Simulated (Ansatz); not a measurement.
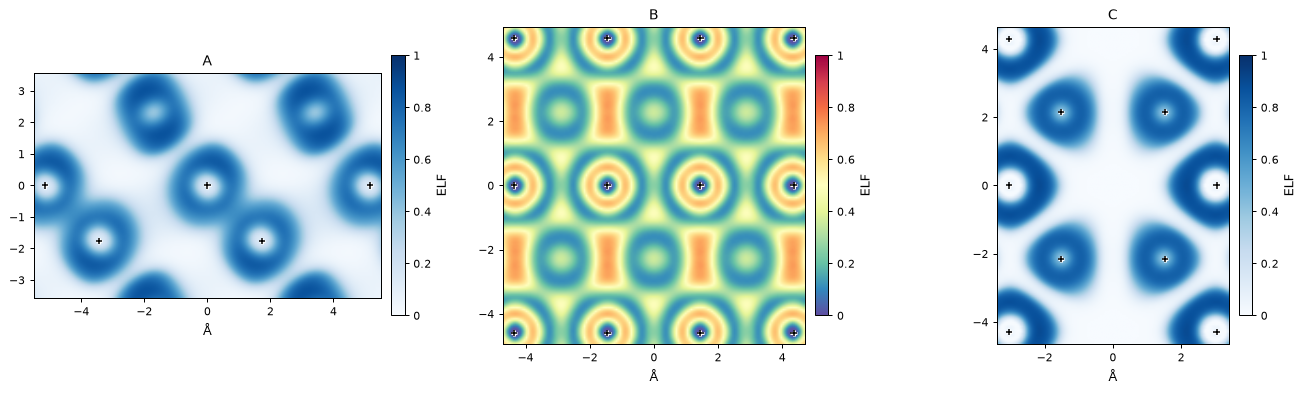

The ELF of 3 systems, each on a plane through atoms (crosses mark nuclei in the plane).

Level of theory: DFT, PBEsol, PAW with Ansatz's default frozen-core files, scalar-relativistic; relaxation of cell and atoms in Ansatz.

System 1: Ti, the (100) plane of the conventional cell. Space group P6₃/mmc; computed without spin polarisation.

```xyz
2
Lattice="2.9011 0.0000 0.0000 -1.4505 2.5124 0.0000 0.0000 0.0000 4.5917" Properties=species:S:1:pos:R:3 pbc="T T T"
Ti    0.0000    1.6749    1.1479
Ti    1.4505    0.8375    3.4437
```

System 2: Se, the (110) plane of the conventional cell. Space group P3₁21; computed pressure about 7 GPa in this cell.

System 3: BaF2, the (011) plane of the conventional cell. Space group Fm-3m.

```
CELL_PARAMETERS angstrom
6.07641 0.00000 0.00000
0.00000 6.07641 0.00000
0.00000 0.00000 6.07641
ATOMIC_POSITIONS crystal
Ba 0.00000 0.00000 0.00000
Ba 0.50000 0.50000 0.00000
Ba 0.50000 0.00000 0.50000
Ba 0.00000 0.50000 0.50000
F 0.25000 0.25000 0.25000
F 0.75000 0.75000 0.25000
F 0.75000 0.25000 0.75000
F 0.25000 0.75000 0.75000
F 0.75000 0.25000 0.25000
F 0.25000 0.75000 0.25000
F 0.25000 0.25000 0.75000
F 0.75000 0.75000 0.75000
```

Q: Which map belongs to which system?

A: Panel A is system 2, Se: the plane holds Se. Se–Se (2.47 Å): the ELF peaks at about 0.70 between the atoms. Panel B is system 1, Ti: the plane holds Ti. Ti–Ti (2.90 Å): the ELF is about 0.25 at the midpoint: no shared electron pair shows on this line. Panel C is system 3, BaF2: the plane holds Ba and F. Ba–F (2.63 Å): the ELF is about 0.20 at the midpoint: a closed-shell, largely ionic contact.
